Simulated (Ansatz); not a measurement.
# Quasiparticle gap of Ta3N5 (Cmcm), part 2 of 2

Aim: the quasiparticle gap of Ta3N5 (Cmcm), starting from LDA.

Ansatz 0.2.0; LDA, then G0W0 on it, plane waves, PAW. Known limits of the many-body steps: finite bands, screening cutoff and k mesh; no spin-orbit coupling in G0W0.

So far. Step 2 (The LDA band structure): Over mesh and path the gap is 1.087 eV, from k = (0.143, 0.143, 0.000) to k = (-0.500, 0.500, 0.000). The least direct gap found is 1.361 eV, at k = (-0.300, 0.300, 0.000). On the 6×6×2 mesh alone the same run gives 1.139 eV, so that mesh misses an edge of LDA: 1.139 − 1.087 = +0.052 eV.

## Step 3: G0W0 on the 6×6×2 mesh

G0W0 replaces the xc potential by a self-energy built once from the orbitals of the start. Levels are corrected in the window of bands that the input names, at points of the mesh.

This step: G0W0 on LDA, plane waves, PAW.

input.yaml reads:

```yaml
crystal:
  lattice:
    - [1.9431, -5.1059, 0.0]
    - [1.9431, 5.1059, 0.0]
    - [0.0, 0.0, 10.2624]
  atoms:
    - { symbol: Ta, position: [0.8029, 0.1971, 0.25] }
    - { symbol: Ta, position: [0.1971, 0.8029, 0.75] }
    - { symbol: Ta, position: [0.86545, 0.13455, 0.55906] }
    - { symbol: Ta, position: [0.13455, 0.86545, 0.05906] }
    - { symbol: Ta, position: [0.13455, 0.86545, 0.44094] }
    - { symbol: Ta, position: [0.86545, 0.13455, 0.94094] }
    - { symbol: "N", position: [0.23678, 0.76322, 0.25] }
    - { symbol: "N", position: [0.76322, 0.23678, 0.75] }
    - { symbol: "N", position: [0.95299, 0.04701, 0.11949] }
    - { symbol: "N", position: [0.04701, 0.95299, 0.61949] }
    - { symbol: "N", position: [0.04701, 0.95299, 0.88051] }
    - { symbol: "N", position: [0.95299, 0.04701, 0.38051] }
    - { symbol: "N", position: [0.69138, 0.30862, 0.07378] }
    - { symbol: "N", position: [0.30862, 0.69138, 0.57378] }
    - { symbol: "N", position: [0.30862, 0.69138, 0.92622] }
    - { symbol: "N", position: [0.69138, 0.30862, 0.42622] }
kpoints:
  mp_grid: { grid: [6, 6, 2] }
hamiltonian:
  xc: lda
  pseudopotentials: { kind: paw, source: ansatz }
scf:
  occupations: { method: fixed }
gw:
  n_empty_bands: 685
  ecut_chi: 130.0
  qp_bands: [v4, c4]
  qp_kpoints: band_edges
  screening: { model: contour_deformation }
```

Run with:

```console
> ansatz run input.yaml --threads 16 --pin off --max-ram 82944MiB --backend cuda --events-out ev --progress --plain --runs-dir out --devices 1 --max-vram 78GiB
```

Numbers of over 12 decimals in the logs are rounded to 6 here.

Output:

```text
GPUs: using 1 of 1 available (devices: 1).
[...]
concurrent solve slots: 13 of 16 are kept, ahead of what memory takes: no pass of the eigensolver takes more rounds on 13
[...]
Crystal: 16 atoms, lattice volume = 203.632 Å³
Basis set: ecut = 870 eV, 11833 PW (Γ)
Bands: 128, of which v1, the nominal top of the filled ones, is band 106 counted from 1 (105 counted from 0)
Symmetry: 8 space group operations
[...]
k-points: 26 of 72
[...]
SCF iter   1: F=—  HF=-102947.763154 eV  |F-HF|=—  |Δ(HF+E_count)|=         —  Δρ=1.06e-1  dr2=2.24e1  ethr=3.10e-3  ⟨swp⟩=4.9  Hψ=9995  notcnv=0  defer=513
[...]
SCF iter   6: F=—  HF=-102942.024888 eV  |F-HF|=—  |Δ(HF+E_count)|=   1.50e-3  Δρ=1.05e-3  dr2=2.43e-3  ethr=5.91e-6  ⟨swp⟩=2.0  Hψ=5850  notcnv=0  defer=520
[...]
SCF iter  10: F=—  HF=-102942.024240 eV  |F-HF|=—  |Δ(HF+E_count)|=   3.67e-7  Δρ=2.97e-5  dr2=2.20e-6  ethr=2.95e-9  ⟨swp⟩=2.1  Hψ=5620  notcnv=0  defer=409
[...]
SCF iter  12: F=-102942.024240 eV  HF=-102942.024240 eV  |F-HF|=4.49e-8  |Δ(HF+E_count)|=   8.52e-8  Δρ=5.89e-6  dr2=7.34e-8  ethr=4.72e-11  ⟨swp⟩=12.0  Hψ=13301  notcnv=0
SCF 1 converged in 12 iterations: F = -102942.024240 eV  dr2 = 7.34e-8
[...]
NSCF: frozen V_eff on 26 k-points
[...]
SCF converged after 12 iterations
[...]
14   110     16.2469   -13.7176    -4.9019   -19.3735  0.7621    17.0132    17.0007  root
    16   103     12.8213   -20.9568     2.7408   -18.1588  0.7439    12.7640    12.7641  root
    16   104     13.2124   -21.6521     2.7958   -18.8357  0.7434    13.1918    13.1918  root
    16   105     13.3844   -22.4785     2.8776   -19.6342  0.7505    13.4177    13.4177  root
    16   106     13.7107   -21.4660     2.3835   -19.1263  0.7501    13.7545    13.7545  root
    16   107     15.0868   -13.5689    -4.4964   -18.7769  0.7762    15.8067    15.7984  root
    16   108     15.7795   -13.7613    -4.7538   -19.2595  0.7678    16.5347    16.5238  root
    16   109     15.8957   -13.4629    -4.9580   -19.1722  0.7656    16.6588    16.6469  root
    16   110     16.0182   -13.7767    -4.6575   -19.1765  0.7673    16.7715    16.7606  root
    17   103     13.0532   -21.3568     2.7662   -18.5620  0.7446    13.0247    13.0247  root
    17   104     13.0532   -21.3568     2.7662   -18.5620  0.7446    13.0247    13.0247  root
    17   105     13.1169   -21.7232     2.7995   -18.9163  0.7483    13.1094    13.1094  root
    17   106     13.1169   -21.7232     2.7995   -18.9163  0.7483    13.1094    13.1094  root
    17   107     15.3787   -13.8602    -4.5093   -19.0913  0.7718    16.1096    16.1005  root
    17   108     15.3787   -13.8602    -4.5093   -19.0913  0.7718    16.1096    16.1005  root
    17   109     16.3330   -13.3914    -5.2823   -19.4497  0.7594    17.1233    17.1091  root
    17   110     16.3330   -13.3914    -5.2823   -19.4497  0.7594    17.1233    17.1091  root
    20   103     12.9736   -20.9546     2.6067   -18.3170  0.7448    12.9427    12.9427  root
    20   104     13.0291   -21.6376     2.8091   -18.8120  0.7455    13.0126    13.0126  root
    20   105     13.0955   -21.5910     2.6247   -18.9727  0.7475    13.1019    13.1019  root
    20   106     13.0970   -22.0361     2.9176   -19.0978  0.7470    13.0763    13.0763  root
    20   107     15.9094   -13.9616    -4.5556   -19.2382  0.7631    16.6411    16.6304  root
    20   108     15.9506   -13.2878    -4.6967   -18.7037  0.7671    16.6802    16.6698  root
    20   109     16.4267   -13.7147    -4.5344   -18.9619  0.7615    17.1501    17.1394  root
    20   110     16.4699   -13.7389    -4.8533   -19.3385  0.7601    17.2288    17.2161  root
    22   103     12.7666   -21.2209     2.8985   -18.2662  0.7415    12.7103    12.7104  root
    22   104     12.9744   -21.5595     2.7890   -18.7369  0.7430    12.9408    12.9408  root
    22   105     13.0756   -22.4239     2.7890   -19.6785  0.7492    13.1192    13.1192  root
    22   106     13.6119   -21.5382     2.5101   -19.0541  0.7486    13.6379    13.6379  root
    22   107     14.9730   -13.3069    -4.5646   -18.5815  0.7782    15.6912    15.6830  root
    22   108     15.6630   -13.5938    -4.7374   -19.0635  0.7678    16.4057    16.3953  root
    22   109     16.1138   -13.4097    -4.5125   -18.6342  0.7682    16.8352    16.8257  root
    22   110     16.3668   -13.9464    -4.8523   -19.5441  0.7583    17.1250    17.1123  root
    23   103     12.7515   -21.4717     2.7135   -18.7517  0.7454    12.7450    12.7450  root
    23   104     12.7515   -21.4717     2.7135   -18.7517  0.7454    12.7450    12.7450  root
    23   105     13.1563   -21.4810     2.7538   -18.7072  0.7449    13.1362    13.1362  root
    23   106     13.1563   -21.4810     2.7538   -18.7072  0.7449    13.1362    13.1362  root
    23   107     15.3352   -13.7375    -4.5147   -18.9675  0.7722    16.0593    16.0505  root
    23   108     15.3352   -13.7375    -4.5147   -18.9675  0.7722    16.0593    16.0505  root
    23   109     16.4797   -13.5788    -4.6616   -18.9748  0.7636    17.2256    17.2141  root
[...]
24   107     14.9104   -13.1259    -4.6319   -18.4705  0.7795    15.6312    15.6229  root
    24   108     15.5790   -13.6024    -4.6747   -19.0029  0.7688    16.3147    16.3047  root
    24   109     16.0775   -13.0850    -4.4025   -18.1688  0.7709    16.7671    16.7588  root
    24   110     16.6726   -13.8928    -5.3256   -20.0019  0.7517    17.4723    17.4562  root
    25   103     12.5970   -21.4433     3.0210   -18.3481  0.7397    12.5226    12.5227  root
    25   104     12.5970   -21.4433     3.0210   -18.3481  0.7397    12.5226    12.5227  root
    25   105     13.1994   -21.6082     2.7559   -18.8391  0.7446    13.1862    13.1862  root
    25   106     13.1994   -21.6082     2.7559   -18.8391  0.7446    13.1862    13.1862  root
    25   107     15.2877   -13.6725    -4.5121   -18.8971  0.7728    16.0089    16.0002  root
    25   108     15.2877   -13.6725    -4.5121   -18.8971  0.7728    16.0089    16.0002  root
    25   109     16.4262   -13.2777    -4.6102   -18.6010  0.7666    17.1495    17.1392  root
    25   110     16.4262   -13.2777    -4.6102   -18.6010  0.7666    17.1495    17.1392  root
```

Run time: 4.8 min. Hardware: 1 × NVIDIA GB200 (shared by 2 runs) with 16 threads of Arm Neoverse V2, shared host; peak memory 7.9 GiB.

This step gave:

* bands summed: 791
* RPA ε∞ on this mesh (eigenvalues): 10.87, 10.91, 12.12
* plane waves in the screening matrix: 681
* q-points in the mesh: 72
* G0W0 gap over the corrected points: 1.809 eV
* k of the valence top: 0, 0, 0
* k of the conduction bottom: -0.5, -0.5, 0
* starting gap on the mesh: 1.137 eV
* Z at the valence top: 0.7502
* Z at the conduction bottom: 0.7795
* least direct G0W0 gap over the corrected points: 2.044 eV

Over 21 of 26 irreducible mesh points the G0W0 gap is 1.809 eV, from k = Γ to k = (-0.500, -0.500, 0.000). The LDA gap of this run on the mesh is 1.137 eV. Other states bound it: the two that bound the G0W0 gap lie 1.147 eV apart in LDA, so state for state the correction is 1.809 − 1.147 = +0.662 eV, while gap against gap it is 1.809 − 1.137 = +0.672 eV. The start of this run differs from the step before in files (soft_2 PAW and hard PAW) and plane-wave cutoff (420 eV and 870 eV).

Labels follow the order of the start: v1 is the top filled band, c1 the lowest empty one; levels that stay degenerate share a row, the window can cut a multiplet, doubted levels are not marked in this list, bands outside the window were not corrected, and the list may be a part of the corrected levels. Levels before and after the correction, in eV, zero at the valence-band top of each column:

|  | conduction bottom | valence top |
| --- | --- | --- |
| Kohn-Sham | 1.14 | 0.00 |
| G0W0 | 1.81 | 0.00 |

|  | level | occupation | energy (eV) |
| --- | --- | --- | --- |
| Kohn-Sham | Γ v3 | 2 | -0.494 |
| Kohn-Sham | Γ v2 | 2 | -0.273 |
| Kohn-Sham | Γ v1 | 2 | -0.010 |
| Kohn-Sham | Γ c1 | 0 | 1.380 |
| Kohn-Sham | Γ c2 | 0 | 1.698 |
| Kohn-Sham | Γ c3 | 0 | 2.081 |
| Kohn-Sham | (-0.5 -0.5 0) v3 | 2 | -0.929 |
| Kohn-Sham | (-0.5 -0.5 0) v2 | 2 | -0.784 |
| Kohn-Sham | (-0.5 -0.5 0) v1 | 2 | -0.290 |
| Kohn-Sham | (-0.5 -0.5 0) c1 | 0 | 1.137 |
| Kohn-Sham | (-0.5 -0.5 0) c2 | 0 | 1.806 |
| Kohn-Sham | (-0.5 -0.5 0) c3 | 0 | 2.304 |
| G0W0 | Γ v3 | 2 | -0.547 |
| G0W0 | Γ v2 | 2 | -0.279 |
| G0W0 | Γ v1 | 2 | 0.000 |
| G0W0 | Γ c1 | 0 | 2.069 |
| G0W0 | Γ c2 | 0 | 2.391 |
| G0W0 | Γ c3 | 0 | 2.774 |
| G0W0 | (-0.5 -0.5 0) v3 | 2 | -0.899 |
| G0W0 | (-0.5 -0.5 0) v2 | 2 | -0.841 |
| G0W0 | (-0.5 -0.5 0) v1 | 2 | -0.322 |
| G0W0 | (-0.5 -0.5 0) c1 | 0 | 1.809 |
| G0W0 | (-0.5 -0.5 0) c2 | 0 | 2.491 |
| G0W0 | (-0.5 -0.5 0) c3 | 0 | 2.945 |

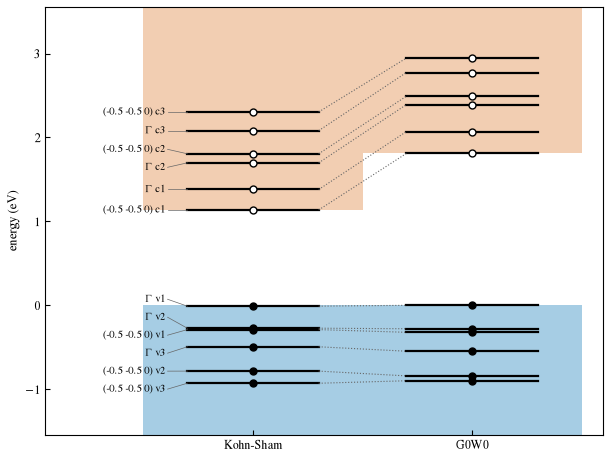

Levels before and after the correction. Shaded: valence and conduction bands. Filled marks are occupied levels, open marks empty ones.

The parts of the quasiparticle energy for the two states that bound the G0W0 gap, in eV on the run's own scale (QP = start + Σx + Σc − Vxc, with Σc at the quasiparticle energy):

| edge | k | band | start | Σx | Σc | Vxc | Z | QP |
| --- | --- | --- | --- | --- | --- | --- | --- | --- |
| valence top | Γ | 106 | 13.763 | −21.488 | 2.351 | −19.187 | 0.750 | 13.814 |
| conduction bottom | (-0.500, -0.500, 0.000) | 107 | 14.910 | −13.126 | −4.632 | −18.471 | 0.779 | 15.623 |

## Step 4: Side by side

Each gap is the least one over the points named; times are wall times on shared hosts, not benchmarks. A G0W0 time includes the run's own self-consistent start. Symmetry makes (-0.500, 0.500, 0.000) and (-0.500, -0.500, 0.000) one point.

| level | mesh | files, cutoff | bands summed, screening | points | gap (eV) | valence top | conduction bottom | least direct gap (eV) | time |
| --- | --- | --- | --- | --- | --- | --- | --- | --- | --- |
| LDA | 6×6×2 | soft_2 PAW, 420 eV | - | mesh and path | 1.087 | (0.143, 0.143, 0.000) | (-0.500, 0.500, 0.000) | 1.361 | 1.6 s |
| G0W0@LDA | 6×6×2 | hard PAW, 870 eV | 791, 130 eV | 21 of 26 irreducible mesh points | 1.809 | Γ | (-0.500, -0.500, 0.000) | 2.044 | 4.8 min |

## Step 5: Results

```yaml
lda_gap_over_mesh_and_path: 1.087 eV, from k = (0.143, 0.143, 0.000) to k = (-0.500, 0.500, 0.000)
g0w0_lda_gap_over_21_of_26_irreducible_mesh_points: 1.809 eV, from k = Γ to k = (-0.500, -0.500, 0.000)
gw_settings: 6×6×2 mesh, 685 empty bands, screening to 130 eV, hard PAW files
known_limits: finite bands, screening cutoff and k mesh; no spin-orbit coupling in G0W0
```

**Reading.** Over 21 of 26 irreducible mesh points the G0W0 gap is 1.809 eV, from k = Γ to k = (-0.500, -0.500, 0.000). The LDA gap of this run on the mesh is 1.137 eV. Other states bound it: the two that bound the G0W0 gap lie 1.147 eV apart in LDA, so state for state the correction is 1.809 − 1.147 = +0.662 eV, while gap against gap it is 1.809 − 1.137 = +0.672 eV. The valence state moves by 13.814 − 13.763 = +0.051 eV and the conduction state by 15.623 − 14.910 = +0.713 eV, on the run's own scale; how far single levels stand from their limit in bands is not shown. Over mesh and path, LDA puts the valence top at k = (0.143, 0.143, 0.000), where no G0W0 correction was computed. The G0W0 gap over the whole zone is therefore not known from this run; at its settings it can only be equal to or under the 1.809 eV found, and no correction is carried over from another point. For the start itself the gap is 1.087 eV over mesh and path and 1.137 eV on the mesh of the G0W0 run, in runs that differ in files (soft_2 PAW and hard PAW) and plane-wave cutoff (420 eV and 870 eV). No second run with other bands and screening cutoff is shown, so the distance to the basis limit is not known. The G0W0 runs are scalar-relativistic; no run with spin-orbit coupling is shown, so its effect in this cell, which holds Ta, is not known. No pair of G0W0 runs that differ in the mesh alone is shown (6×6×2 is a supercell whose nearest images lie 21 Å apart), so the error from the mesh is not known here. G0W0 is shown with one set of atomic data (hard PAW), so the error from the files is not known here. Failed or unusable runs on LDA in this series, left out of the table: G0W0@LDA (8×8×4 mesh, hard PAW files, 870 eV, 685 empty bands) reached its time limit after 15 min.

[Paths, hosts, dates, memory and timing lines, banners, echoed tables and standing remarks are left out of the program output.]

[Logs are printed without paths, hosts, clocks, repeated set-up lines and the standing remarks that a program may print on its own settings, such as how far it seeks lower states.]

[Runs of the session that timed out or met a known fault of the program may be left out.]

[Cells called generated may have been cut or substituted from an entry of the Crystallography Open Database or the Materials Project.]

[Hosts, paths, dates, database ids (printed as entryN), source tags and the programs' standing remarks are cut or masked in the printed files.]

[Where an RPA ε∞ is given, it is that of the G0W0 mesh and is not shown converged in it. Names of k-points follow the symmetry that the program found, which can be lower than the space group named. Band edges on a path are those of the sampled points; other points can move an edge, and change direct to indirect where valleys lie close.]

[Hybrid gaps are those of their k-mesh and are not shown converged in it.]
